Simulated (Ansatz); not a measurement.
## Geometry relaxation of MoS2 (part 1 of 3)

- system: MoS2 (slab, 9 atoms in the cell)
- method: DFT PBEsol, scalar-relativistic, plane waves, PAW, no spin polarisation (Ansatz 0.2.0)

The structure derives from an entry of the Crystallography Open Database. The input holds or restrains some coordinates. Forces given for the steps count only the free coordinates. It belongs to a series of runs on one base structure; here: clean slab, lower half held.

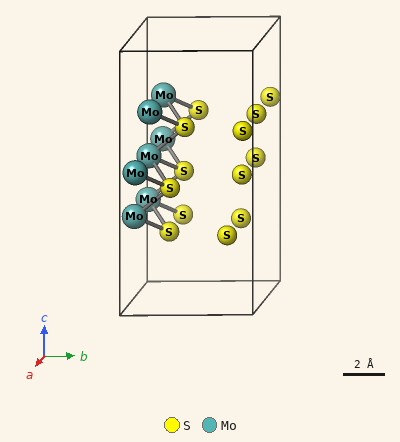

Figure 1. The starting structure (ball-and-stick view of the 2 × 1 repeat of the cell, with the vacuum cut short, seen slightly off an axis). An atom can appear more than once, as a periodic image. Near neighbours in the periodic cell (some may lie outside the picture): S has 2 Mo at 2.39 Å; Mo has 6 S at 2.39 Å; S has 3 Mo at 2.39 Å; Mo has 4 S at 2.39 Å.

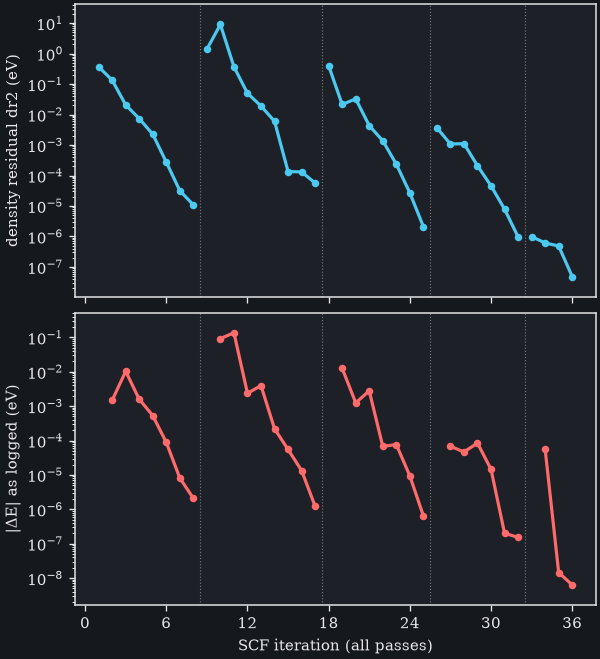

Figure 2. Convergence of the self-consistent field: density residual dr2 and size of the energy change against the SCF iteration. The dotted lines part the SCF passes of the relaxation: geometry steps, rejected trials and re-solves on a re-selected basis. The 5 passes take 4 to 9 iterations each, 36 in all.

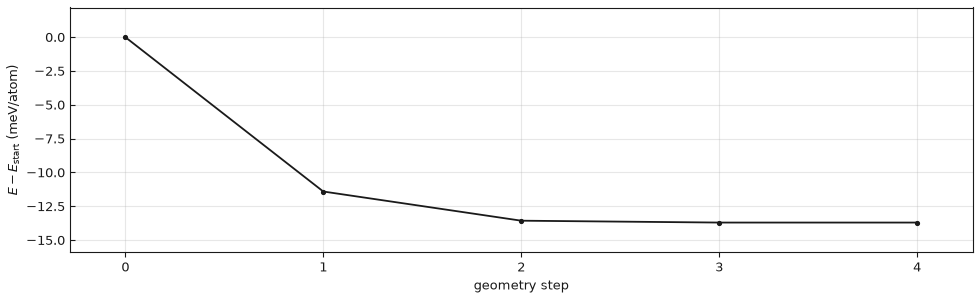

Figure 3. Progress of the restrained relaxation, step by step (the first geometry is step 0 here and step 1 in the log).

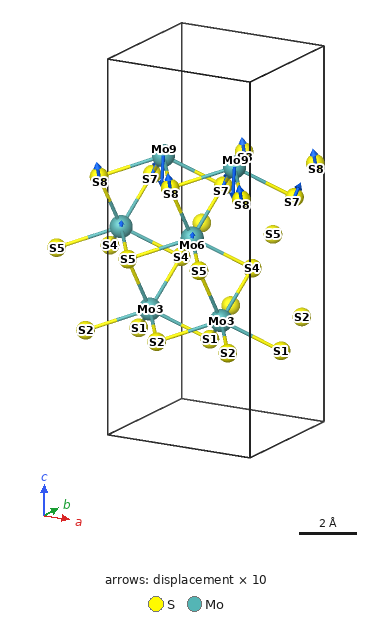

Figure 4. The starting structure with the displacements as blue arrows, magnified 10 times (ball-and-stick view of the 2 × 1 repeat of the cell, with the vacuum cut short, with bonded neighbours outside it, seen slightly off an axis). The energy falls by 13.7 meV per atom in 4 geometry steps. The largest force component goes from 1.6 to 0.025 eV/Å. The largest move is that of Mo9, 0.12 Å. Largest moves by element: Mo 0.12 Å, S 0.06 Å. The cell stays as it was. Distances before and after: S7–Mo9 2.392 → 2.349 Å, Mo6–S7 2.392 → 2.434 Å, S4–Mo6 2.392 → 2.401 Å. Among the angles that change: S7–Mo9–S8 135.4° → 143.4°, Mo6–S8–Mo9 82.2° → 78.5°, S7–Mo9–S8 81.3° → 84.7°. (Atoms are counted from 1 in the order of the input.)

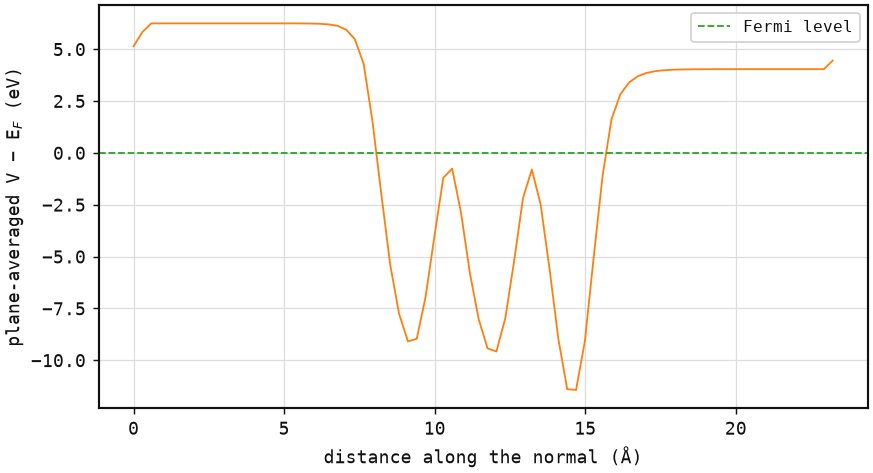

Figure 5. Plane average of the electrostatic potential energy of an electron across the cell, from the Fermi level. The vacuum level lies 4.04 eV above the Fermi level on the upper side and 6.24 eV on the lower.

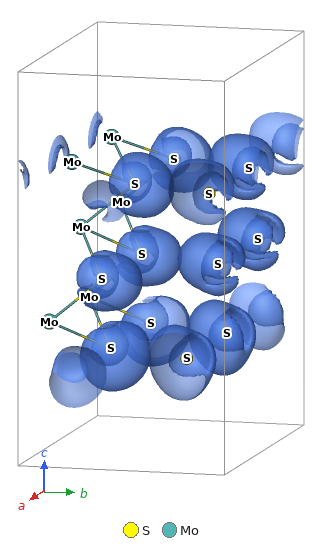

Figure 6. Isosurface of the ELF at 0.8 (blue), seen slightly off an axis. Only the valence region is drawn (cores and ρ < 0.01 e/Å³ removed). Sticks mark near contacts. Along the contacts the grid gives the following. Mo–S (2.35 Å): the ELF is about 0.45 at the midpoint. Mo–S (2.39 Å): the ELF is about 0.45 at the midpoint. In a PAW calculation such maps are meaningful between the atoms, not at the nuclei.

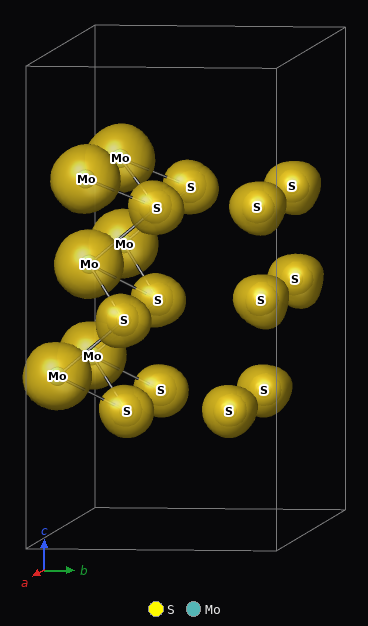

Figure 7. Isosurface of the valence electron density at 1 e/Å³ (yellow), seen slightly off an axis. Sticks mark near contacts. At this value the density breaks into separate islands; it holds about 45 % of the electrons treated as valence (semicore included). It is pinched off along the Mo–S (2.35 Å), Mo–S (2.39 Å) and Mo–S (2.43 Å) contacts. On the grid the lowest density along these lines, outside the cores, is 0.67 e/Å³ (Mo–S, 2.35 Å), 0.62 e/Å³ (Mo–S, 2.39 Å) and 0.55 e/Å³ (Mo–S, 2.43 Å).

The input that produced these results follows, with the program's output.

Input:
```yaml
crystal:
  lattice:
    - [3.1431208285, 0.0, 0.0]
    - [-1.5715604142, 6.3484651024, 0.0]
    - [0.0, 0.0, 23.5089153959]
  atoms:
    - { symbol: S, position: [0.1419093188, 0.2838186376, 0.3615649577] }
    - { symbol: S, position: [0.8989910965, 0.797982193, 0.3805106088] }
    - { symbol: Mo, position: [0.5306428734, 0.0612857467, 0.4092387826] }
    - { symbol: S, position: [0.6725497373, 0.3450994746, 0.4761630875] }
    - { symbol: S, position: [0.429631515, 0.85926303, 0.4951087386] }
    - { symbol: Mo, position: [0.0612832919, 0.1225665837, 0.5238369125] }
    - { symbol: S, position: [0.2031901558, 0.4063803117, 0.5907612174] }
    - { symbol: S, position: [0.9602719335, 0.920543867, 0.6097068685] }
    - { symbol: Mo, position: [0.5919237104, 0.1838474207, 0.6384350423] }
basis:
  ecutwfc: 420
kpoints:
  mp_grid: { grid: [9, 4, 1] }
hamiltonian:
  xc: pbesol
scf:
  occupations: { method: gaussian, width: 0.05 }
output:
  forces: true
  eigenvalues: true
  write_density: true
  write_potential: true
  elf: true
  volumetric_format: npy
relax:
  adjacent_minimum: "off"
  f_tol: 0.03
  max_steps: 70
  constraints: [{ sites: [0, 1, 2, 3, 4] }]
efield:
  axis: 3
  dipole_correction: true
  ramp_width: 0.04
```

Launched with:
```bash
ansatz run input.yaml --threads 2 --pin off --max-ram 5120MiB --backend cpu --events-out ev --progress --plain --runs-dir out
```

Log:
```
Warning: crystal.symmetry: narrowed to the stabiliser of the k-point mesh — unitary ops 2 → 1; excluded 1 operation that carries a point of the 9×4×1 mesh (shift [0, 0, 0]) off the mesh (the run samples exactly the mesh kpoints.mp_grid names, as under crystal.symmetry.detect: false, and its converged state has the mesh's symmetry, not the crystal's; ε∞, the Born charges and the force constants of a linear response (`dielectric:` by the response, `phonons.method: dfpt`) are averaged over those of the crystal's operations that the state keeps within a tolerance, where `mesh_tensors`, `unaveraged_element` or `gamma_mean_max_change_ev_ang2` stands beside them; a row that `dielectric.field_direction` solves alone is averaged likewise, with nothing beside; a Γ-centred mesh of equal divisions is mapped onto itself by every operation and keeps the whole group, as does a half-shifted one under kpoints.further_shifts: images)
Engine: ansatz 0.2.0, x86_64-unknown-linux-gnu
Pseudopotentials: kind: paw
Pseudopotential: S, paw, valence charge 6, recommended cutoff 420 eV (normal), S.paw.azcp
Pseudopotential: Mo, paw, valence charge 14, recommended cutoff 420 eV (normal), Mo.paw.azcp
Functional definition: PBEsol
  exchange = pbesol_x
  correlation = pbesol_c
Crystal: 9 atoms, lattice volume = 469.097 Å³
Basis set: ecut = 420 eV, 9139 PW (Γ), exchange–correlation on 48×90×320 points (8 copies of the dense FFT grid, shifted against one another)
Bands: 48, of which v1, the nominal top of the filled ones, is band 39 counted from 1 (38 counted from 0)
Symmetry: 1 space group operations
k-points: 19 of 36 (time reversal used)
Non-local potential: S, projectors of the file, l = 0: 2, l = 1: 2, l = 2: 2
Non-local potential: Mo, projectors of the file, l = 0: 3, l = 1: 2, l = 2: 2, l = 3: 1
PAW form: soft (Blöchl's): semilocal exchange-correlation on the pseudo side does not see the compensation charge
PAW frozen core: S, regenerated for the run's functional, and the local potential with it (the file was generated under x = pbe(κ = 0.804, μ = 0.2195149727645171), c = pbe(β = 0.06672455060314922))
PAW frozen core: Mo, regenerated for the run's functional, and the local potential with it (the file was generated under x = pbe(κ = 0.804, μ = 0.2195149727645171), c = pbe(β = 0.06672455060314922))
PAW one-centre angular grid: S, 110 points (default); XC on 64 Gauss nodes
PAW one-centre angular grid: Mo, 590 points (default); XC on 64 Gauss nodes
Initial density: superposition of atomic densities (neutral atoms: chi_scale 0, normalization atom), corrected by the library's trained network
Initial wavefunctions: pseudopotential atomic-orbital guess
Functional: x = pbesol(κ = 0.804, μ = 0.12345679012345678), c = pbesol(β = 0.046)
SCF iter   1: F=—  HF=-20005.543522 eV  |F-HF|=—  |Δ(HF+E_count)|=         —  Δρ=5.49e-3  dr2=3.68e-1  ethr=1.77e-3  p=0.247 e·Å  D=9.54e-2 V/Å  ΔV_dip=-2.24 eV  dr2_dipole=1.07e-1  V_vac-E_F(+/−)=3.68/5.93 eV  ⟨swp⟩=8.7  Hψ=4310  notcnv=0  defer=12
efield: sawtooth ramp at fractional position 0.9800 (placed from the atoms, in the widest stretch of the axis that holds none; the zero of the levels goes with the place), width 0.0400; the density the first Hamiltonian is built on has a dipole p = 0.247 e·Å; the dipole correction subtracts the counter field D = 9.54e-2 V/Å, which shifts the + side's vacuum level by -2.24 eV against the − side's; the planar-averaged density in the ramp window peaks in size at 5.5e-6 e/Å³
preconditioner: auto → LDOS  [metal: Δε(μ)=0.048 eV  Ē_g=7.041 eV  σ=0.050 eV  W_gap=0.45  n_scr=46 (ndim 8)  ℏωp=12.6 eV  f_vac=0.595  D(μ)=6.69/eV (n_scr^D=30)  β→1.0]
SCF iter   2: F=—  HF=-20005.542049 eV  |F-HF|=—  |Δ(HF+E_count)|=   1.47e-3  Δρ=3.14e-3  dr2=1.34e-1  ethr=4.71e-4  p=0.282 e·Å  D=1.09e-1 V/Å  ΔV_dip=-2.56 eV  dr2_dipole=3.57e-2  V_vac-E_F(+/−)=3.74/6.29 eV  ⟨swp⟩=2.7  Hψ=1644  notcnv=0  defer=50
SCF iter   3: F=—  HF=-20005.531791 eV  |F-HF|=—  |Δ(HF+E_count)|=   1.03e-2  Δρ=1.32e-3  dr2=2.07e-2  ethr=1.72e-4  p=0.271 e·Å  D=1.04e-1 V/Å  ΔV_dip=-2.46 eV  dr2_dipole=5.14e-4  V_vac-E_F(+/−)=3.74/6.20 eV  ⟨swp⟩=2.0  Hψ=1351  notcnv=0  defer=50
SCF iter   4: F=—  HF=-20005.530204 eV  |F-HF|=—  |Δ(HF+E_count)|=   1.59e-3  Δρ=7.25e-4  dr2=7.36e-3  ethr=2.66e-5  p=0.273 e·Å  D=1.05e-1 V/Å  ΔV_dip=-2.47 eV  dr2_dipole=4.77e-4  V_vac-E_F(+/−)=3.76/6.23 eV  ⟨swp⟩=2.1  Hψ=1324  notcnv=0  defer=50
SCF iter   5: F=—  HF=-20005.529671 eV  |F-HF|=—  |Δ(HF+E_count)|=   5.32e-4  Δρ=3.14e-4  dr2=2.26e-3  ethr=9.44e-6  p=0.272 e·Å  D=1.05e-1 V/Å  ΔV_dip=-2.47 eV  dr2_dipole=4.33e-4  V_vac-E_F(+/−)=3.77/6.23 eV  ⟨swp⟩=2.0  Hψ=1146  notcnv=0  defer=50
SCF iter   6: F=—  HF=-20005.529583 eV  |F-HF|=—  |Δ(HF+E_count)|=   8.84e-5  Δρ=1.32e-4  dr2=2.76e-4  ethr=2.90e-6  p=0.271 e·Å  D=1.05e-1 V/Å  ΔV_dip=-2.46 eV  dr2_dipole=4.41e-5  V_vac-E_F(+/−)=3.78/6.23 eV  ⟨swp⟩=1.7  Hψ=913  notcnv=0  defer=50
SCF iter   7: F=—  HF=-20005.529575 eV  |F-HF|=—  |Δ(HF+E_count)|=   8.13e-6  Δρ=5.50e-5  dr2=3.18e-5  ethr=3.54e-7  p=0.270 e·Å  D=1.04e-1 V/Å  ΔV_dip=-2.45 eV  dr2_dipole=3.88e-8  V_vac-E_F(+/−)=3.78/6.23 eV  ⟨swp⟩=1.9  Hψ=1250  notcnv=0  defer=50
SCF iter   8: F=-20005.529568 eV  HF=-20005.529577 eV  |F-HF|=8.78e-6  |Δ(HF+E_count)|=   2.09e-6  Δρ=3.00e-5  dr2=1.09e-5  ethr=2.88e-8  p=0.270 e·Å  D=1.04e-1 V/Å  ΔV_dip=-2.45 eV  dr2_dipole=6.50e-8  V_vac-E_F(+/−)=3.79/6.23 eV  ⟨swp⟩=19.9  Hψ=9225  notcnv=0
SCF 1 converged in 8 iterations: F = -20005.529568 eV  dr2 = 1.09e-5
  greatest PAW one-centre occupation: 0.999 electrons in one spin orbital (limit 2), on the Mo atom at site 5 (counted from 0), in its partial waves of l = 0
relax step   1: F+E_penalty+E_count = -20005.52956796 eV  Δ(F+E_penalty+E_count) = +0.000e0 eV  max|allowed force component| = 1.613e0 eV/Å  Δτ_max = 0.0000 Å  (8 SCF iters, dr2 threshold 2.25e-5 eV, accepted)
Initial density: handed on by an earlier stage of this run
Initial wavefunctions: those handed on with the density
iter 1 solved again at ethr=2.07e-3 eV; its pass at ethr=3.10e-3 eV (dr2=1.61e0 eV) is discarded
SCF iter   1: F=—  HF=-20005.683052 eV  |F-HF|=—  |Δ(HF+E_count)|=         —  Δρ=9.81e-3  dr2=1.39e0  ethr=2.07e-3  p=0.270 e·Å  D=1.04e-1 V/Å  ΔV_dip=-2.45 eV  dr2_dipole=3.88e-1  V_vac-E_F(+/−)=3.67/6.12 eV  ⟨swp⟩=1.0  Hψ=3360  notcnv=0  defer=37
efield: sawtooth ramp at fractional position 0.9800 (handed on by an earlier solve), width 0.0400; the density the first Hamiltonian is built on has a dipole p = 0.270 e·Å; the dipole correction subtracts the counter field D = 1.04e-1 V/Å, which shifts the + side's vacuum level by -2.45 eV against the − side's; the planar-averaged density in the ramp window peaks in size at 1.3e-6 e/Å³
preconditioner: auto → LDOS  [metal: Δε(μ)=0.001 eV  Ē_g=7.122 eV  σ=0.050 eV  W_gap=0.01  n_scr=46 (ndim 8)  ℏωp=12.6 eV  f_vac=0.599  D(μ)=5.08/eV (n_scr^D=24)  β→1.0]
SCF iter   2: F=—  HF=-20005.774816 eV  |F-HF|=—  |Δ(HF+E_count)|=   9.18e-2  Δρ=1.41e-2  dr2=9.00e0  ethr=1.78e-3  p=0.299 e·Å  D=1.15e-1 V/Å  ΔV_dip=-2.71 eV  dr2_dipole=3.41e0  V_vac-E_F(+/−)=3.76/6.47 eV  ⟨swp⟩=2.1  Hψ=1343  notcnv=0  defer=37  recentre
SCF iter   3: F=—  HF=-20005.638870 eV  |F-HF|=—  |Δ(HF+E_count)|=   1.36e-1  Δρ=4.66e-3  dr2=3.68e-1  ethr=1.78e-3  p=0.268 e·Å  D=1.03e-1 V/Å  ΔV_dip=-2.43 eV  dr2_dipole=1.01e-1  V_vac-E_F(+/−)=3.77/6.19 eV  ⟨swp⟩=2.1  Hψ=1149  notcnv=0  defer=34
SCF iter   4: F=—  HF=-20005.636509 eV  |F-HF|=—  |Δ(HF+E_count)|=   2.36e-3  Δρ=1.75e-3  dr2=5.00e-2  ethr=4.72e-4  p=0.262 e·Å  D=1.01e-1 V/Å  ΔV_dip=-2.38 eV  dr2_dipole=1.20e-2  V_vac-E_F(+/−)=3.88/6.26 eV  ⟨swp⟩=2.0  Hψ=1112  notcnv=0  defer=35
SCF iter   5: F=—  HF=-20005.632548 eV  |F-HF|=—  |Δ(HF+E_count)|=   3.96e-3  Δρ=6.75e-4  dr2=1.90e-2  ethr=6.41e-5  p=0.255 e·Å  D=9.85e-2 V/Å  ΔV_dip=-2.31 eV  dr2_dipole=7.43e-3  V_vac-E_F(+/−)=3.93/6.24 eV  ⟨swp⟩=2.0  Hψ=1333  notcnv=0  defer=35
SCF iter   6: F=—  HF=-20005.632329 eV  |F-HF|=—  |Δ(HF+E_count)|=   2.20e-4  Δρ=3.87e-4  dr2=6.00e-3  ethr=2.43e-5  p=0.251 e·Å  D=9.67e-2 V/Å  ΔV_dip=-2.27 eV  dr2_dipole=2.73e-3  V_vac-E_F(+/−)=3.97/6.24 eV  ⟨swp⟩=1.4  Hψ=961  notcnv=0  defer=35
SCF iter   7: F=—  HF=-20005.632274 eV  |F-HF|=—  |Δ(HF+E_count)|=   5.50e-5  Δρ=8.67e-5  dr2=1.35e-4  ethr=7.69e-6  p=0.247 e·Å  D=9.54e-2 V/Å  ΔV_dip=-2.24 eV  dr2_dipole=5.70e-5  V_vac-E_F(+/−)=3.99/6.24 eV  ⟨swp⟩=1.1  Hψ=898  notcnv=0  defer=35
SCF iter   8: F=—  HF=-20005.632287 eV  |F-HF|=—  |Δ(HF+E_count)|=   1.34e-5  Δρ=6.45e-5  dr2=1.31e-4  ethr=1.73e-7  p=0.245 e·Å  D=9.47e-2 V/Å  ΔV_dip=-2.23 eV  dr2_dipole=3.40e-5  V_vac-E_F(+/−)=4.01/6.23 eV  ⟨swp⟩=2.2  Hψ=1283  notcnv=0  defer=35
SCF iter   9: F=-20005.632217 eV  HF=-20005.632288 eV  |F-HF|=7.12e-5  |Δ(HF+E_count)|=   1.23e-6  Δρ=3.80e-5  dr2=5.67e-5  ethr=1.28e-7  p=0.245 e·Å  D=9.45e-2 V/Å  ΔV_dip=-2.22 eV  dr2_dipole=1.78e-5  V_vac-E_F(+/−)=4.01/6.24 eV  ⟨swp⟩=19.7  Hψ=9221  notcnv=0
SCF 2 converged in 9 iterations: F = -20005.632217 eV  dr2 = 5.67e-5
  greatest PAW one-centre occupation: 0.999 electrons in one spin orbital (limit 2), on the Mo atom at site 8 (counted from 0), in its partial waves of l = 0
relax step   2: F+E_penalty+E_count = -20005.63221709 eV  Δ(F+E_penalty+E_count) = -1.026e-1 eV  max|allowed force component| = 5.222e-1 eV/Å  Δτ_max = 0.1941 Å  (9 SCF iters, dr2 threshold 1.00e-4 eV, accepted)
iter 1 solved again at ethr=4.30e-4 eV; its pass at ethr=3.10e-3 eV (dr2=3.36e-1 eV) is discarded
```
